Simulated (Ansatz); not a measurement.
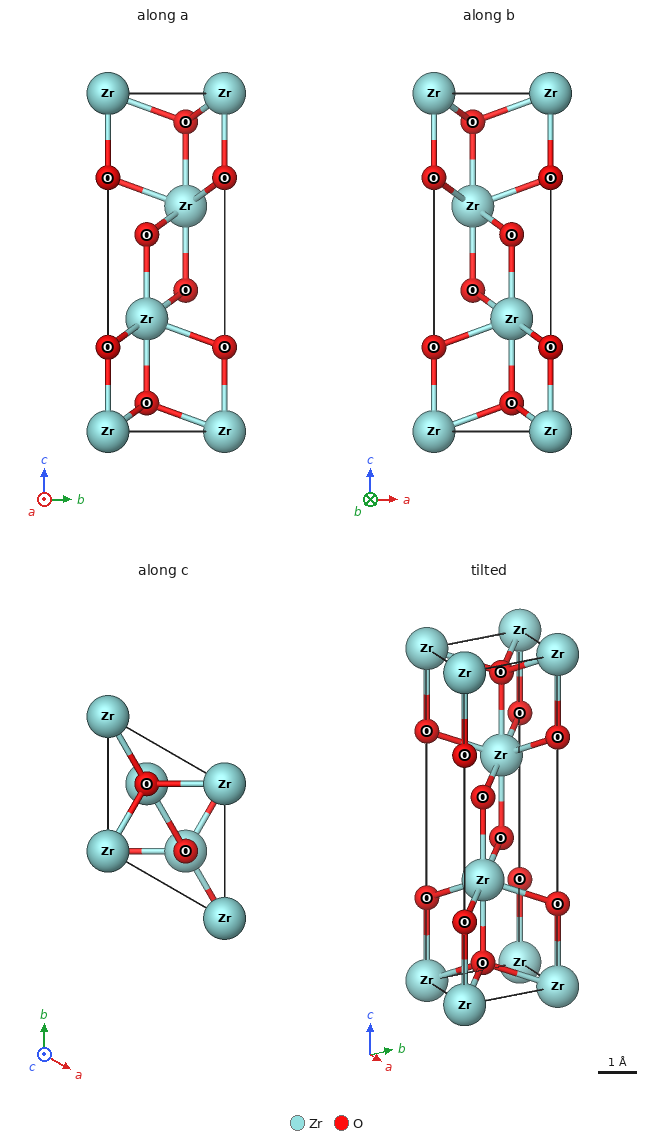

A ball-and-stick rendering, viewed along the a axis, along the b axis, along the c axis and slightly off an axis. The wireframe shows the conventional unit cell.

Lattice parameters: a = 3.599 Å, b = 3.599 Å, c = 9.036 Å, α = 90.00°, β = 90.00°, γ = 120.00°. Put a along x and b in the xy plane.

### Give the structure in the form of a POSCAR file, with free fractional coordinates to two decimals.

```
Zr O
1.0
     3.599    0.000    0.000
    -1.799    3.117    0.000
     0.000    0.000    9.036
Zr O
3 6
Direct
  0.00 0.00 0.00
  0.6667 0.3333 0.3333
  0.3333 0.6667 0.6667
  0.3333 0.6667 0.92
  0.00 0.00 0.75
  0.00 0.00 0.25
  0.6667 0.3333 0.08
  0.6667 0.3333 0.58
  0.3333 0.6667 0.42
```

The structure was taken from a structure type filled with these elements by a generator (whether the compound takes this form wasn't checked). The cell was then strained or its atoms displaced on purpose. Ansatz was used for an electronic-structure calculation on it.

At this level of theory the cell isn't at rest (stretched, at -6 GPa), so its distances can differ from those at equilibrium, the more so the softer the solid.
